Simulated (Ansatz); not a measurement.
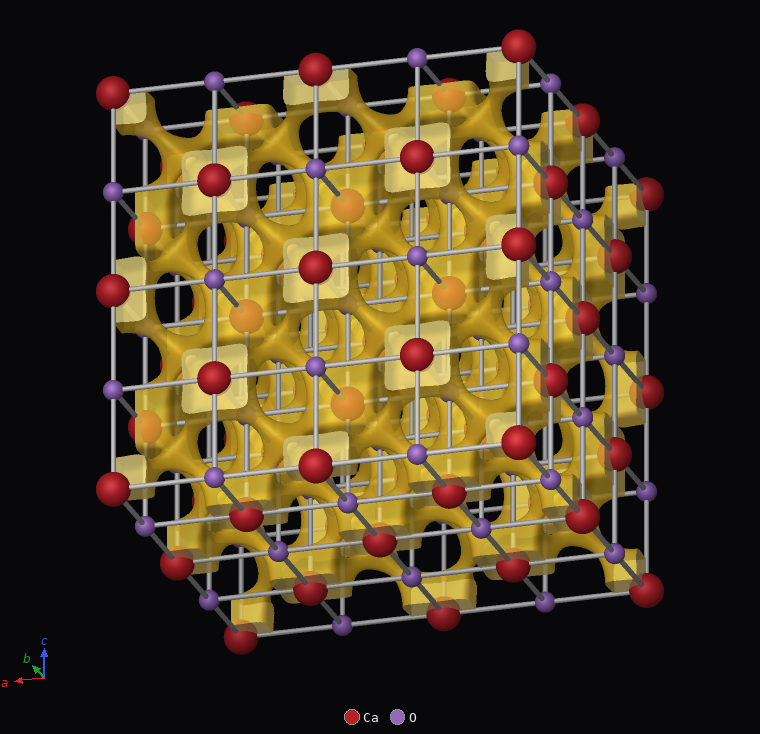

Bond-valence mismatch map for Ca2+ in CaO (Fm-3m): the yellow surface encloses the points where |V − 2| < 1.2 v.u. (2×2×2 cells, view from a free direction). Pale faces close the region where the drawn box cuts it.

At each point the valence sum V of a Ca2+ ion is computed from the anions within 5 Å (s = exp((R0 − d)/b), R0 fitted to published crystal structures with b = 0.37 Å; R0: Ca2+–O 1.950 Å). The other Ca2+ ions are ignored. This is an empirical screen for pathways, not an energy calculation.

Origin of the cell: coordinates from a relaxation with DFT PBE, scalar-relativistic, plane waves, PAW (Ansatz).

Space group Fm-3m (No. 225). a = 4.830 Å, b = 4.830 Å, c = 4.830 Å, α = 90.00°, β = 90.00°, γ = 90.00°
```csv
atom,site,symmetry,x,y,z
Ca,4a,m-3m,0.0000,0.0000,0.0000
O,4b,m-3m,0.5000,0.0000,0.0000
```

How are the low-mismatch regions connected (counting the regions that come within 0.6 Å of a Ca site)?

Answer. The regions form a three-dimensional network.

At which mismatch do paths open?

Answer. From a mismatch of about 1.00 v.u. the regions form a three-dimensional network. These are grid estimates, good to about 0.1 v.u.

What is the valence sum at the Ca sites themselves?

Answer. 1.73 v.u., against the formal 2.
